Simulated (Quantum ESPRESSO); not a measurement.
# Thickness dependence of 2H-WS2, part 2 of 8

Aim: screening, gap and ionisation potential of 2H-WS2 against the number of layers.

Quantum ESPRESSO 7.5; plane-wave DFT, PBE, GBRV ultrasoft pseudopotentials.

So far. Step 2 (Variable-cell relaxation, 1 layer):  The last row is no step: it is a fresh SCF in the final cell with a new plane-wave basis, +1 meV from the row before.

## (3) Self-consistent run, 1 layer: no field

The zero-field run is the reference. tefield and dipfield are on already, so that all runs share k-points and boundary.

Level of this step: plane-wave DFT, PBE, GBRV ultrasoft pseudopotentials (Quantum ESPRESSO 7.5).

The input, n1.f0.in:

```
&control
  prefix = 'n1.f0'
  outdir = './out'
  pseudo_dir = './pseudo'
  calculation = 'scf'
  tprnfor = .true.
  tefield = .true.
  dipfield = .true.
/
&system
  ibrav = 0
  nat = 3
  ntyp = 2
  ecutwfc = 40
  ecutrho = 200
  occupations = 'smearing'
  smearing = 'fd'
  degauss = 0.004
  edir = 3
  emaxpos = 0.97
  eopreg = 0.04
  eamp = 0.0
  nbnd = 17
/
&electrons
  conv_thr = 1e-09
  mixing_beta = 0.4
  electron_maxstep = 120
  mixing_mode = 'plain'
/
ATOMIC_SPECIES
  S   32.0600  s_pbe_v1.4.uspp.F.UPF
  W   183.8400  w_pbe_v1.2.uspp.F.UPF
CELL_PARAMETERS angstrom
  3.15954537600000 0.00000000000000 0.00000000000000
  -1.57977268800000 2.73624656000000 0.00000000000000
  0.00000000000000 0.00000000000000 20.47562023200000
ATOMIC_POSITIONS crystal
  S   0.333333333300 0.666666666700 0.422975090900
  W   0.000000000000 0.000000000000 0.500000000000
  S   0.333333333300 0.666666666700 0.577024909100
K_POINTS automatic
  12 12 1 0 0 0
```

Run with:

```sh
> OMP_NUM_THREADS=1 mpirun -n 4 pw.x -nk 4 -in n1.f0.in > n1.f0.out
```

Log:

```text
[banner, memory and clock lines left out]
Program PWSCF v.7.5 starts
[citation notice left out]

[...]
bravais-lattice index     =            0
     lattice parameter (alat)  =       5.9707  a.u.
     unit-cell volume          =    1194.5752 (a.u.)^3
     number of atoms/cell      =            3
     number of atomic types    =            2
     number of electrons       =        26.00
     number of Kohn-Sham states=           17
     kinetic-energy cutoff     =      40.0000  Ry
     charge density cutoff     =     200.0000  Ry
     scf convergence threshold =      1.0E-09
     mixing beta               =       0.4000
     number of iterations used =            8  plain     mixing
     Exchange-correlation= SLA  PW   PBE  PBE
                           (   1   4   3   4   0   0   0)

[...]
PseudoPot. # 1 for S  read from file:
     ./pseudo/s_pbe_v1.4.uspp.F.UPF
     Pseudo is Ultrasoft + core correction, Zval =  6.0
     Generated by new atomic code, or converted to UPF format
     Using radial grid of  907 points,  6 beta functions with:
                l(1) =   0
                l(2) =   0
                l(3) =   1
                l(4) =   1
                l(5) =   2
                l(6) =   2
     Q(r) pseudized with  8 coefficients,  rinner =    1.300   1.300   1.300
                                                       1.300   1.300

     PseudoPot. # 2 for W  read from file:
     ./pseudo/w_pbe_v1.2.uspp.F.UPF
     Pseudo is Ultrasoft + core correction, Zval = 14.0
     Generated by new atomic code, or converted to UPF format
     Using radial grid of  923 points,  8 beta functions with:
                l(1) =   0
                l(2) =   0
                l(3) =   0
                l(4) =   1
                l(5) =   1
                l(6) =   2
                l(7) =   2
                l(8) =   3
     Q(r) pseudized with  6 coefficients,  rinner =    1.350   1.350   1.350
                                                       1.350   1.350   1.350
                                                       1.350

     atomic species   valence    mass     pseudopotential
     S                 6.00    32.06000     S ( 1.00)
     W                14.00   183.84000     W ( 1.00)

     No symmetry found

[...]
number of k points=    74  Fermi-Dirac smearing, width (Ry)=  0.0040
[...]
Dense  grid:    57229 G-vectors     FFT dimensions: (  27,  27, 180)

     Smooth grid:    40667 G-vectors     FFT dimensions: (  25,  25, 160)

     Initial potential from superposition of free atoms

     starting charge      25.8996, renormalised to      26.0000

     negative rho (up, down):  6.572E-02 0.000E+00

     Adding external electric field

     Computed dipole along edir(3) :
        Dipole               -0.0000 Ry au,         -0.0000 Debye
        Dipole field         -0.0000 Ry au,

        Potential amp.        0.0000 Ry
        Total length         37.1456 bohr

     Starting wfcs are   21 randomized atomic wfcs

     per-process dynamical memory:    66.7 Mb

     Self-consistent Calculation

     iteration #  1     ecut=    40.00 Ry     beta= 0.40
     Davidson diagonalization with overlap
     ethr =  1.00E-02,  avg # of iterations =  2.8

     Threshold (ethr) on eigenvalues was too large:
     Diagonalizing with lowered threshold

     Davidson diagonalization with overlap
     ethr =  3.18E-04,  avg # of iterations =  2.5

     negative rho (up, down):  6.656E-02 0.000E+00

     Adding external electric field

     Computed dipole along edir(3) :
        Dipole               -0.0000 Ry au,         -0.0000 Debye
        Dipole field         -0.0000 Ry au,

        Potential amp.        0.0000 Ry
        Total length         37.1456 bohr

     total energy              =    -207.50329253 Ry
     estimated scf accuracy    <       0.09886868 Ry

     iteration #  2     ecut=    40.00 Ry     beta= 0.40
[...]
negative rho (up, down):  6.770E-02 0.000E+00

[...]
Dipole                0.0000 Ry au,          0.0001 Debye
[...]
total energy              =    -207.50890897 Ry
     estimated scf accuracy    <       0.01981498 Ry

     iteration #  3     ecut=    40.00 Ry     beta= 0.40
[...]
negative rho (up, down):  6.816E-02 0.000E+00

[...]
Dipole               -0.0000 Ry au,         -0.0001 Debye
[...]
total energy              =    -207.51221794 Ry
     estimated scf accuracy    <       0.01660148 Ry

     iteration #  4     ecut=    40.00 Ry     beta= 0.40
[...]
negative rho (up, down):  6.892E-02 0.000E+00

[...]
Dipole                0.0003 Ry au,          0.0007 Debye
[...]
total energy              =    -207.51404950 Ry
     estimated scf accuracy    <       0.00116985 Ry

     iteration #  5     ecut=    40.00 Ry     beta= 0.40
[...]
negative rho (up, down):  6.900E-02 0.000E+00

[...]
Dipole               -0.0008 Ry au,         -0.0019 Debye
[...]
total energy              =    -207.51422117 Ry
     estimated scf accuracy    <       0.00043073 Ry

     iteration #  6     ecut=    40.00 Ry     beta= 0.40
[...]
negative rho (up, down):  6.898E-02 0.000E+00

[...]
Dipole                0.0023 Ry au,          0.0059 Debye
[...]
total energy              =    -207.51427876 Ry
     estimated scf accuracy    <       0.00001354 Ry

[...]
iteration #  9     ecut=    40.00 Ry     beta= 0.40
[...]
negative rho (up, down):  6.889E-02 0.000E+00

[...]
Dipole                0.0000 Ry au,          0.0001 Debye
[...]
total energy              =    -207.51428747 Ry
     estimated scf accuracy    <       0.00000022 Ry

     iteration # 10     ecut=    40.00 Ry     beta= 0.40
[...]
negative rho (up, down):  6.888E-02 0.000E+00

[...]
Dipole               -0.0000 Ry au,         -0.0000 Debye
[...]
total energy              =    -207.51428764 Ry
     estimated scf accuracy    <       0.00000004 Ry

     iteration # 11     ecut=    40.00 Ry     beta= 0.40
[...]
negative rho (up, down):  6.887E-02 0.000E+00

[...]
Dipole               -0.0000 Ry au,         -0.0000 Debye
[...]
total energy              =    -207.51428763 Ry
     estimated scf accuracy    <       0.00000004 Ry

     iteration # 12     ecut=    40.00 Ry     beta= 0.40
[...]
negative rho (up, down):  6.887E-02 0.000E+00

[...]
Dipole                0.0000 Ry au,          0.0001 Debye
[...]
End of self-consistent calculation

          k = 0.0000 0.0000 0.0000 (  5033 PWs)   bands (ev):

   -74.6510 -38.9037 -38.7250 -38.7250 -15.4596 -13.8300  -7.0552  -3.4360
    -3.4360  -2.8275  -2.1899  -2.1899  -0.7647   2.3096   2.3096   2.4383
     2.4383

          k = 0.0000 0.0962 0.0000 (  5041 PWs)   bands (ev):

   -74.6498 -38.8994 -38.7496 -38.7307 -15.3422 -13.7859  -6.9141  -3.7410
    -3.3208  -3.1927  -2.3748  -2.0347  -0.8136   2.1414   2.2075   2.3345
     2.5255

[...]
the Fermi energy is     0.3180 ev

!    total energy              =    -207.51428763 Ry
     estimated scf accuracy    <          8.1E-10 Ry
     smearing contrib. (-TS)   =      -0.00000000 Ry
     internal energy E=F+TS    =    -207.51428763 Ry

     The total energy is F=E-TS. E is the sum of the following terms:
     one-electron contribution =   -1161.79241387 Ry
     hartree contribution      =     580.54256194 Ry
     xc contribution           =     -58.21088507 Ry
     ewald contribution        =     431.94644937 Ry
     electric field correction =       0.00000000 Ry

     convergence has been achieved in  12 iterations

     negative rho (up, down):  6.887E-02 0.000E+00

     Forces acting on atoms (cartesian axes, Ry/au):

     atom    1 type  1   force =     0.00000003   -0.00000000   -0.00419684
     atom    2 type  2   force =    -0.00000009   -0.00000009   -0.00000516
     atom    3 type  1   force =     0.00000006    0.00000009    0.00420200

     Total force =     0.005939     Total SCF correction =     0.000120

[...]
```

Run time: 37 s. Hardware: 4 MPI ranks of Arm Neoverse V1, shared host; peak memory 0.72 GiB; 2.5 min of CPU time.

This step gave:

| Quantity | Value |
| --- | --- |
| free energy | -2823.3757 eV |
| Fermi energy | 0.318 eV |
| dipole along the normal | 2.08e-5 e·Å |
| valence top, on the run's zero | -0.6257 eV |
| conduction bottom, on the run's zero | 1.296 eV |
| gap by band count | 1.922 eV |

The run needed 12 iterations to bring the estimated error under 1e-09 Ry; the largest force on any atom, held or free, is 0.11 eV/Å.

## (4) Electrostatic potential, 1 layer

The vacuum level is read from the electrostatic potential (plot_num = 11), averaged over planes.

The input, n1.f0.pot.in:

```
&inputpp
  prefix = 'n1.f0'
  outdir = './out'
  filplot = 'n1.f0.pot.dat'
  plot_num = 11
/
```

Run with:

```sh
> OMP_NUM_THREADS=1 mpirun -n 4 pp.x -in n1.f0.pot.in > n1.f0.pot.out
```

Log:

```text
[banner, memory and clock lines left out]
Program POST-PROC v.7.5 starts

          URL

     ./out/n1.f0.save/

     IMPORTANT: XC functional enforced from input :
     Exchange-correlation= PBE
                           (   1   4   3   4   0   0   0)
     Any further DFT definition will be discarded
     Please, verify this is what you really want

     negative rho (up, down):  6.887E-02 0.000E+00

     Adding external electric field

     Computed dipole along edir(3) :
        Dipole                0.0000 Ry au,          0.0001 Debye
        Dipole field          0.0000 Ry au,

        Potential amp.       -0.0000 Ry
        Total length         37.1456 bohr

     Calling punch_plot, plot_num =  11

     Adding external electric field

     Computed dipole along edir(3) :
        Dipole                0.0000 Ry au,          0.0001 Debye
        Dipole field          0.0000 Ry au,

        Potential amp.       -0.0000 Ry
        Total length         37.1456 bohr

     Writing data to file  n1.f0.pot.dat
     Message from routine chdens:
     namelist plot not found or invalid, exiting
```

The job ended after 1.1 s (4 MPI ranks; peak memory 0.13 GiB).

Numbers from this step:

| Quantity | Value |
| --- | --- |
| slope of the potential above | 4.25e-5 eV/Å |
| upper vacuum line continued to the top atoms, over the valence top | 5.678 eV |
| slope of the potential below | -3.63e-5 eV/Å |
| lower vacuum line continued to the bottom atoms, over the valence top | 5.679 eV |
| vacuum level at the upper face over the valence top of the mesh | 5.678 eV |
| vacuum level at the lower face over the valence top of the mesh | 5.679 eV |

Electrostatic potential energy of an electron, with the sawtooth; zero at the highest filled level of the SCF mesh. Table of potential energy, planar mean by z:

| z (Å) | potential energy, planar mean (eV) |
| --- | --- |
| 0 | 5.68 |
| 1 | 5.68 |
| 2 | 5.68 |
| 3 | 5.68 |
| 4 | 5.68 |
| 5 | 5.68 |
| 6 | 5.67 |
| 7 | 5.40 |
| 8 | -0.736 |
| 9 | -10.5 |
| 10 | -11.6 |
| 11 | -6.64 |
| 12 | -11.8 |
| 13 | 4.44 |
| 14 | 5.62 |
| 15 | 5.68 |
| 16 | 5.68 |
| 17 | 5.68 |
| 18 | 5.68 |
| 19 | 5.68 |
| 20 | 5.68 |

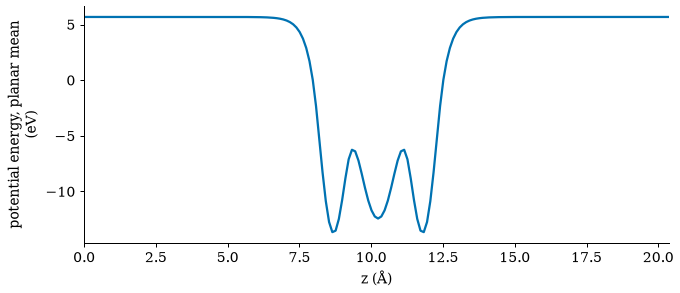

Potential energy, planar mean, plotted against z.

## (5) SCF with pw.x, 1 layer: field 0.1 V/Å

eamp is the field in Hartree atomic units (1 a.u. = 51.42 V/Å). With dipfield on, it is the field in the vacuum beside an isolated sheet. The run starts from the density of the one before.

n1.f1.in, as its differences from the input of step 3:

```diff
@@ -1,3 +1,3 @@
 &control
-  prefix = 'n1.f0'
+  prefix = 'n1.f1'
   outdir = './out'
@@ -21,3 +21,3 @@
   eopreg = 0.04
-  eamp = 0.0
+  eamp = 0.00194469
   nbnd = 17
@@ -29,2 +29,3 @@
   mixing_mode = 'plain'
+  startingpot = 'file'
 /
```

Run with:

```sh
> cp -r out/n1.f0.save out/n1.f1.save
> OMP_NUM_THREADS=1 mpirun -n 4 pw.x -nk 4 -in n1.f1.in > n1.f1.out
```

Log:

```text
[banner, memory and clock lines left out]
Program PWSCF v.7.5 starts
[...]
number of electrons       =        26.00
     number of Kohn-Sham states=           17
     kinetic-energy cutoff     =      40.0000  Ry
     charge density cutoff     =     200.0000  Ry
[...]
number of k points=    74  Fermi-Dirac smearing, width (Ry)=  0.0040
[...]
Dense  grid:    57229 G-vectors     FFT dimensions: (  27,  27, 180)
[...]
The initial density is read from file :
[...]
negative rho (up, down):  6.887E-02 0.000E+00
[...]
Starting wfcs are   21 randomized atomic wfcs
[...]
negative rho (up, down):  6.893E-02 0.000E+00
[...]
estimated scf accuracy    <       0.00715307 Ry
[...]
negative rho (up, down):  6.894E-02 0.000E+00
[...]
estimated scf accuracy    <       0.07015065 Ry
[...]
negative rho (up, down):  6.893E-02 0.000E+00
[...]
estimated scf accuracy    <       0.00006130 Ry
[...]
negative rho (up, down):  6.892E-02 0.000E+00
[...]
estimated scf accuracy    <       0.00002509 Ry
[...]
negative rho (up, down):  6.891E-02 0.000E+00
[...]
estimated scf accuracy    <       0.00000057 Ry
[...]
negative rho (up, down):  6.890E-02 0.000E+00
[...]
estimated scf accuracy    <       0.00000010 Ry
[...]
negative rho (up, down):  6.887E-02 0.000E+00
[...]
estimated scf accuracy    <       0.00000003 Ry
[...]
negative rho (up, down):  6.887E-02 0.000E+00
[...]
estimated scf accuracy    <          1.7E-09 Ry
[...]
negative rho (up, down):  6.887E-02 0.000E+00
[...]
estimated scf accuracy    <          2.0E-09 Ry
[...]
negative rho (up, down):  6.887E-02 0.000E+00
[...]
Computed dipole along edir(3) :
        Dipole                0.0462 Ry au,          0.1174 Debye
        Dipole field          0.0005 Ry au,
        E field amplitude [Ha a.u.]:  1.9447E-03
        Potential amp.        0.1084 Ry
        Total length         37.1456 bohr
[...]
the Fermi energy is     0.3328 ev
!    total energy              =    -207.51437746 Ry
     estimated scf accuracy    <          1.7E-11 Ry
     smearing contrib. (-TS)   =      -0.00000000 Ry
     internal energy E=F+TS    =    -207.51437746 Ry
[...]
one-electron contribution =   -1161.79203356 Ry
     hartree contribution      =     580.54223680 Ry
     xc contribution           =     -58.21087286 Ry
     ewald contribution        =     431.94644937 Ry
     electric field correction =      -0.00015721 Ry
     convergence has been achieved in  10 iterations
     negative rho (up, down):  6.887E-02 0.000E+00
[...]
Total force =     0.005976     Total SCF correction =     0.000013
[...]
```

Wall time 34 s (4 MPI ranks); peak memory 0.43 GiB; 2.3 min of CPU time.

This step gave:

```
free energy                          : -2823.3769 eV
Fermi energy                         : 0.3328 eV
dipole along the normal              : 0.02444 e·Å
valence top, on the run's zero       : -0.6109 eV
conduction bottom, on the run's zero : 1.311 eV
```

[end of part 2 of 8]

[Logs are printed without paths, hosts, clocks, repeated set-up lines and the standing remarks that a program may print on its own settings, such as how far it seeks lower states.]

[Hosts, paths, dates, database ids (printed as entryN), source tags and the programs' standing remarks are cut or masked in the printed files.]

[Maps of the electrostatic potential energy from Ansatz leave out the sawtooth potential of an applied field or a dipole correction, so their vacuum need not be flat; planar profiles and work functions include it.]
